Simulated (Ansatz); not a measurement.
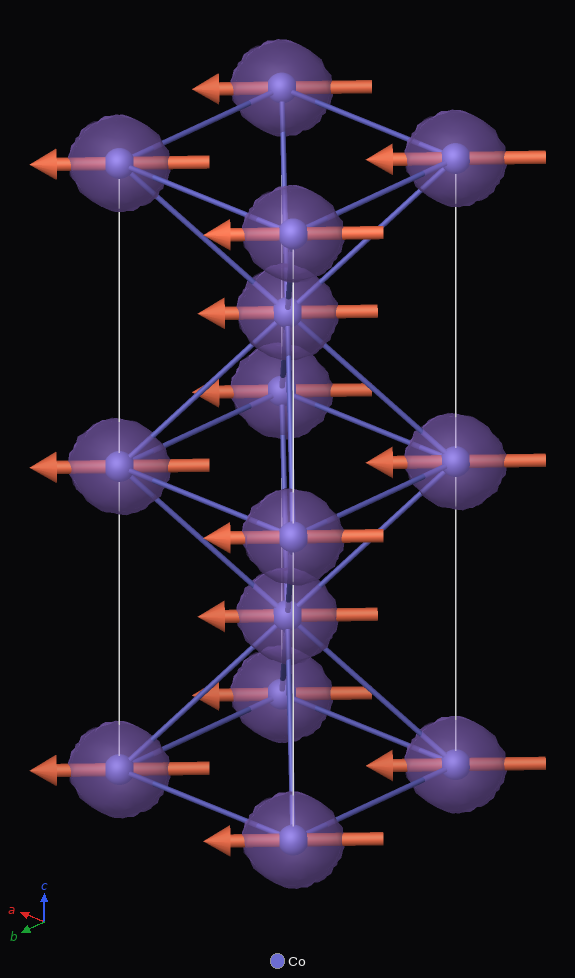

*Co. Isosurface of the size of the magnetisation density at 0.8 e/Å³ (purple), with the spin moments of the magnetic sites as arrows; seen at an oblique angle.*

Space group Fm-3m; with non-collinear spins.

Computed with Ansatz 0.2.0, DFT, PBE, PAW with Ansatz's default frozen-core files, scalar-relativistic.

In a PAW calculation such maps are meaningful between the atoms, not at the nuclei.

**How are the spin moments arranged, and how large are they?**

Spin moments: Co 1.7 μB. All point the same way (ferromagnetic), along [1 1 0] of the cell.
